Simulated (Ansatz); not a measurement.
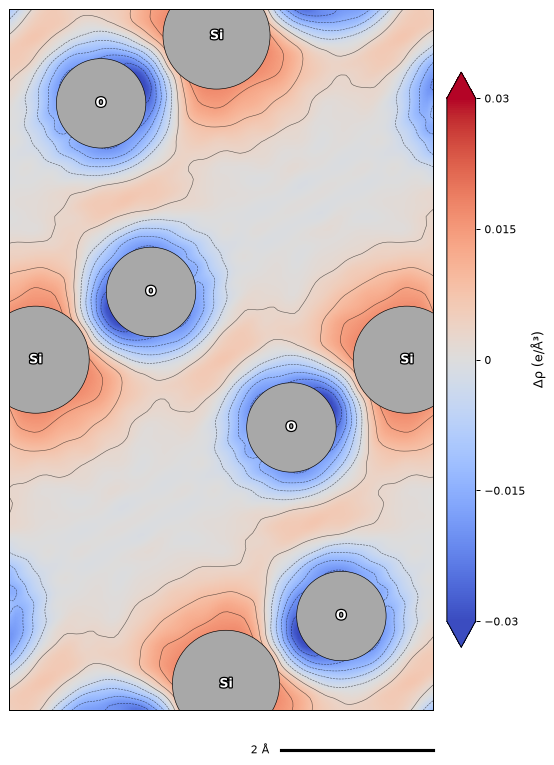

SiO2. Difference of the valence pseudo-densities of two functionals at the same geometry, on the (001) plane of the calculation cell: one of PBE and r2SCAN less the other.

Both computed with Ansatz (plane waves, PAW), on the same k-point mesh. Grey discs cover the atomic cores.

```xyz
6
Lattice="-1.7448 1.7448 4.2027 1.7448 -1.7448 4.2027 1.7448 1.7448 -4.2027" Properties=species:S:1:pos:R:3 pbc="T T T"
Si    0.0000    0.0000    0.0000
Si    0.0000    1.7448    2.1013
O     0.0000    1.7448    3.8586
O     0.0000    0.0000    1.7572
O     0.0000    1.7448    0.3441
O     0.0000    0.0000    6.6481
```

Question: Which was subtracted from which, and what does the map show?

Answer: It is PBE less r2SCAN. Against r2SCAN, PBE gives more density around Si (+0.006 e/Å³ on average at 0.9 Å from the nucleus), less density around O (−0.014 e/Å³ on average at 0.7 Å from the nucleus) and a change of −0.008 e/Å³ at the midpoint of Si–O.
